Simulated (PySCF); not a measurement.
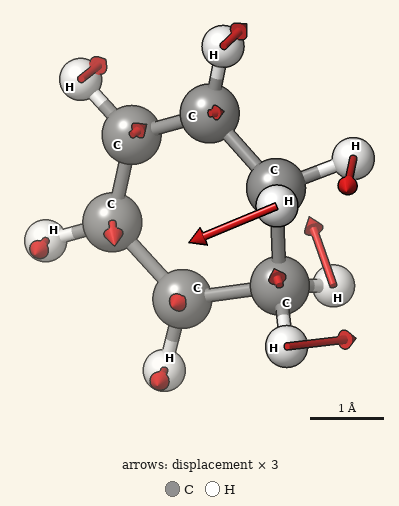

A relaxation of C₆H₈. The starting structure is drawn; red arrows show the displacements, magnified 3 times. The two geometries are superimposed by the best rigid fit.

A ball-and-stick model, seen at a tilt.

The start comes from MMFF94s. Its atoms were then displaced at random by about 0.03 Å.

Level of theory: PBE0-D3(BJ)/def2-SVP geometry optimisation, gas phase in PySCF. 

### Atoms of which element are displaced furthest, and by how much?

Hydrogen: up to 0.47 Å, against 0.15 Å for carbon.

### What happened in the run?

The atom that moves furthest after the best rigid fit is an H atom (0.47 Å). Largest moves by element: H 0.47 Å, C 0.15 Å. Among the contacts that change: C–C 1.350 → 1.463 Å, C–C 1.441 → 1.344 Å, C–C 1.418 → 1.503 Å, C–H 1.026 → 1.109 Å. Among the angles between lasting bonds that change: C–C–C 122.5° → 111.9°, H–C–H 97.8° → 105.8°, H–C–H 113.0° → 105.8°. Groups turn about C–C by about 30°. Over 12 geometry steps the energy falls by 1.191 eV. The run took 94 s on 1 thread of Intel(R) Xeon(R) Platinum 8259CL CPU @ 2.50GHz, on a shared host.
